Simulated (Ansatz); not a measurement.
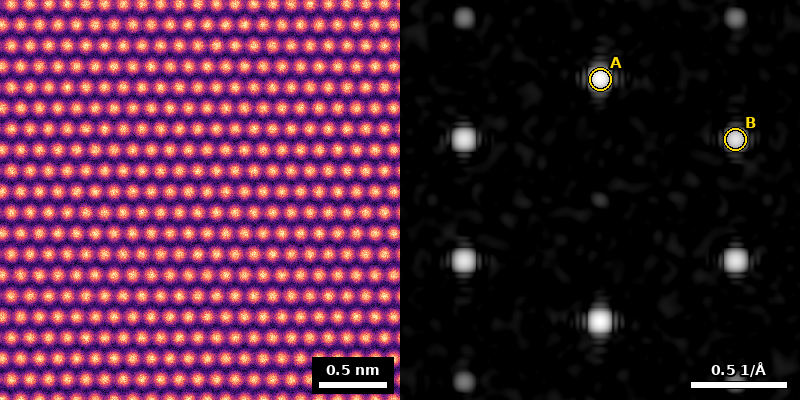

Z-contrast image of Mo (Im-3m, No. 229) along [210]. Simulation: incoherent imaging, intensity Z^1.7 per atom, probe width 0.89 Å, thin sample. The display is stretched by a gamma of 0.65; percentages refer to the linear signal. Shot noise was added. Structure used: the input geometry of a calculation.

The right panel is the modulus of the image's Fourier transform on a logarithmic scale.

a = 3.129 Å, b = 3.129 Å, c = 3.129 Å, α = 90.00°, β = 90.00°, γ = 90.00°

Q: Index the marked spots and give their plane spacings (the zone axis points at the viewer; indices equivalent by symmetry, or all signs reversed, are as good).

A: (002), d = 1.56 Å; B: (-1 2 1), d = 1.28 Å. A and B enclose 66°, and every spot obeys the zone law hu + kv + lw = 0 for [210].
